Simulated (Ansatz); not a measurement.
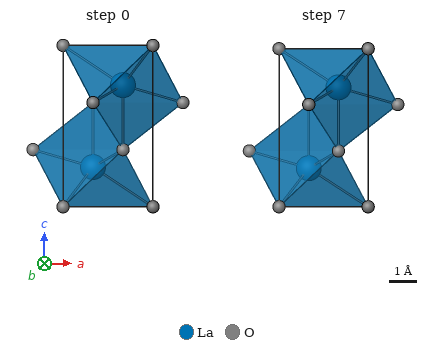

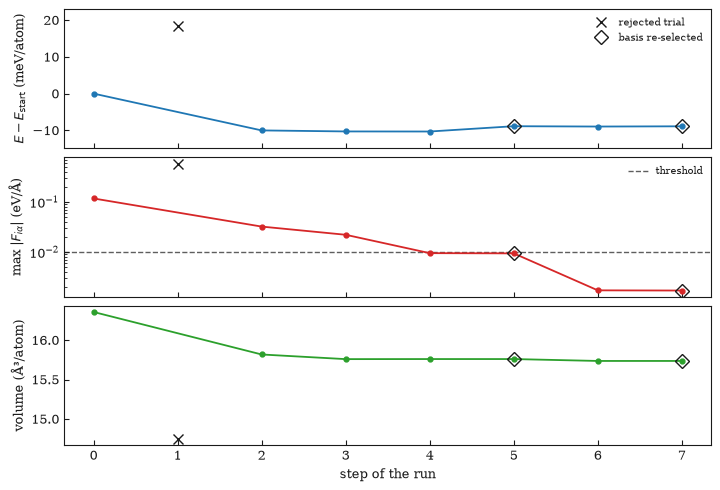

First and last geometry of a relaxation of crystalline La₂O₃ (set up in P-3m1), with the history of the run. Style: polyhedral. Shown: the cell of the calculation, along the b axis.

The run lets cell and atoms move.

Method: Kohn-Sham DFT of a periodic cell, PBEsol with D4, Ansatz PAW in Ansatz 0.2.0.

The input:
```yaml
crystal:
  lattice:
    - [3.930777878, 0.0, 0.0]
    - [-1.965388939, 3.404153499, 0.0]
    - [0.0, 0.0, 6.11195352]
  atoms:
    - { symbol: La, position: [0.3333333333, 0.6666666667, 0.24623568] }
    - { symbol: La, position: [0.6666666667, 0.3333333333, 0.75376432] }
    - { symbol: O, position: [0.0, 0.0, 0.0] }
    - { symbol: O, position: [0.3333333333, 0.6666666667, 0.64589065] }
    - { symbol: O, position: [0.6666666667, 0.3333333333, 0.35410935] }
hamiltonian:
  xc: pbesol
  pseudopotentials: { kind: paw }
  dispersion: d4
kpoints:
  mp_grid: { grid: [8, 8, 5] }
scf:
  occupations: { method: fermi_dirac, width: 0.05 }
output:
  forces: true
  stress: true
  eigenvalues: true
relax:
  f_tol: 0.01
  max_steps: 40
  cell: { stress_tol: 0.05 }
```

Launched with:
```bash
ansatz run input.yaml --threads 2 --pin off --max-ram 5632MiB --backend cpu --events-out ev --progress --plain --runs-dir out
```

Question: What do the curves and the structures tell?

Answer: It converged. Over 4 accepted moves (7 points after the start) the energy falls by 8.9 meV per atom. Largest force component: 0.12 eV/Å at the start, 0.0017 eV/Å at the end. The pressure goes from −4.65 to 0.00 GPa. The line search rejected the trial step at point 1 of the run. At 2 points the geometry stayed and the basis and grid were re-selected for the new cell (energy shift of 1.4 meV per atom at most each time). The largest moves relative to the cell, 0.011 Å, are those of La atoms. By element the largest moves are La 0.011 Å, O 0.005 Å. The volume changes by −3.8 %, with a = b 3.931 → 3.895 Å (−0.9 %), c 6.112 → 5.987 Å (−2.0 %). Near-neighbour distances that change, for instance: La–O 2.723 → 2.683 Å, La–O 2.443 → 2.409 Å, La–O 2.363 → 2.341 Å. The space group stays P-3m1 (No. 164). At step 1 the optimiser overshot: the energy rose above the start, and later steps came back.
